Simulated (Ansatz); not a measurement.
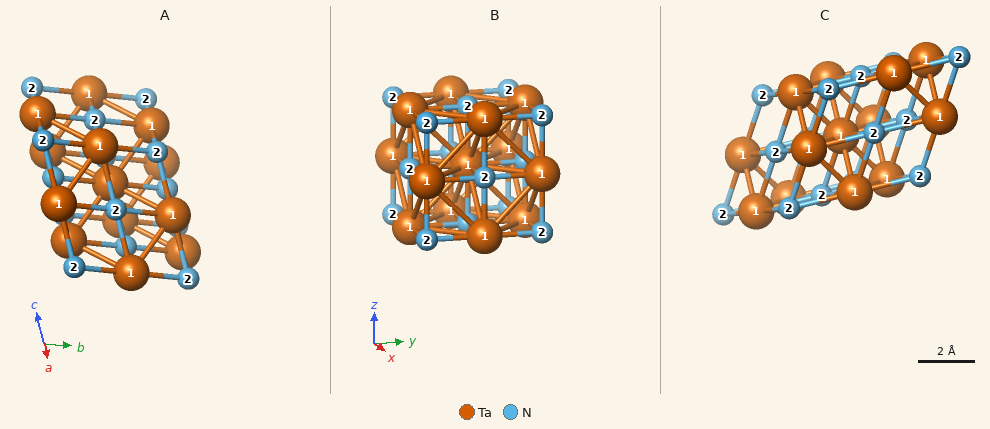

Solid TaN (Fm-3m): the ratio of the cell's length along [111] to its lengths across, counted as 1 for the reference, is changed at fixed volume (a trigonal path), with the atoms kept at their fractional coordinates. x, y and z are the Cartesian axes of the input. A ball-and-stick model of the conventional cell (4 times the calculation's cell), seen slightly off an axis. Lengths and directions refer to the drawn axes.

Level of theory: Ansatz, DFT PBEsol, scalar-relativistic, plane waves, PAW. Settings: plane-wave cutoff 420 eV; k-point mesh 20 × 20 × 20; occupations gaussian; smearing width 0.15 eV; no spin polarisation. Energies (free energies at the smearing named) are counted from the cell as listed in its source, which wasn't relaxed.

Rank the frames from lowest to highest energy.

Lowest first: B (the relative ratio 1.00, 0 meV/atom), A (the relative ratio 0.50, 504 meV/atom), C (the relative ratio 2.00, 2927 meV/atom). Over the whole scan: of the computed points the lowest is at the relative ratio 1.00, 0 meV/atom. The end points stand at 504 meV/atom (0.50) and 2927 meV/atom (2.00). The unrelaxed reference is under a pressure of 4.4 GPa. The distortion takes the space group from Fm-3m to R-3m, except for Pm-3m at 0.50. At the relative ratio 2.00 the cell of the drawing goes a 4.358 → 4.892 Å, b 4.358 → 4.892 Å, c 4.358 → 4.892 Å, α 90.0° → 60.0°, β 90.0° → 60.0°, γ 90.0° → 60.0°.
